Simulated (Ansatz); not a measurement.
System: Y.

Input

```
crystal:
  lattice:
    - [-2.0627075904, 2.0627075904, 2.0627075904]
    - [2.0627075904, -2.0627075904, 2.0627075904]
    - [2.0627075904, 2.0627075904, -2.0627075904]
  atoms:
    - { symbol: "Y", position: [0.0, 0.0, 0.0], spin: 0.256 }
hamiltonian:
  xc: r2scan
  pseudopotentials:
    kind: paw
    azcp:
      "Y": "pseudopotentials/Y.paw.azcp"
basis:
  ecutwfc: 500
  fft_grid_basis: typed
kpoints:
  mp_grid: { grid: [12, 12, 12], shift: [0, 0, 0] }
magnetization:
  spin_polarized: true
scf:
  occupations: { method: fermi_dirac, width: 0.05 }
  lower_state_search: "off"
output:
  stress: true
  write_density: true
  write_potential: true
  elf: true
  volumetric_format: npy
```

Command:

```sh
ansatz run input.yaml --threads 2 --pin off --max-ram 6144MiB --backend cpu --events-out ev --progress --plain --runs-dir out
```

Below, planes, directions and counts refer to the conventional cell (a = 4.13 Å, b = 4.13 Å, c = 4.13 Å, α = 90.00°, β = 90.00°, γ = 90.00°).

Space group Im-3m; set up as Y, bcc; a generated structure, not necessarily the stable one; changed on purpose from its base cell (volume × 1.04); the program warned that a starting moment wasn't kept; spin-polarised, but the moments vanished.

The calculation used DFT, r2SCAN, plane waves (500 eV) with PAW, scalar-relativistic (Ansatz 0.2.0).

What can the converged valence pseudo-density and electron localisation function tell about the bonding?

Answer. Y–Y (3.57 Å): ρ is about 0.08 e/Å³ halfway; the ELF is about 0.10 at the midpoint: no localised pair shows between them.

Metal or insulator at this level of theory?

Answer. It is gapless in this calculation (a metal or semimetal).

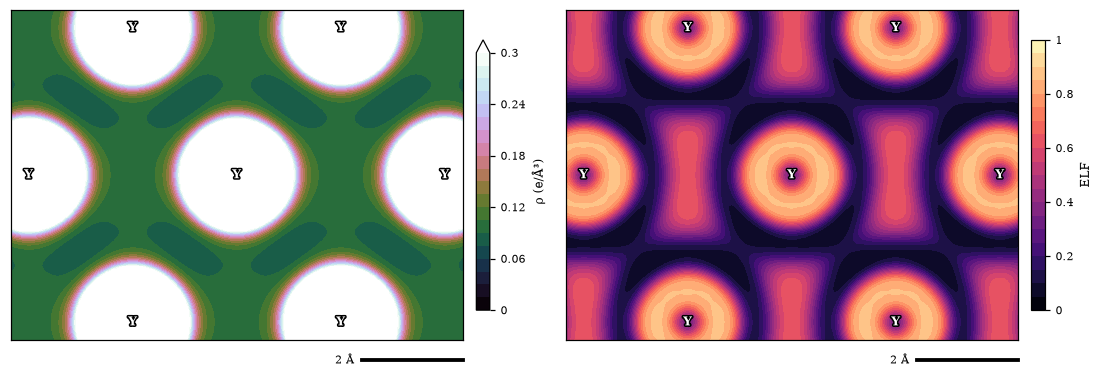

Computed valence pseudo-density and electron localisation function on the (110) plane of the conventional cell, in this order. 

The density is the valence pseudo-density of a PAW calculation; it isn't the true density close to the nuclei.
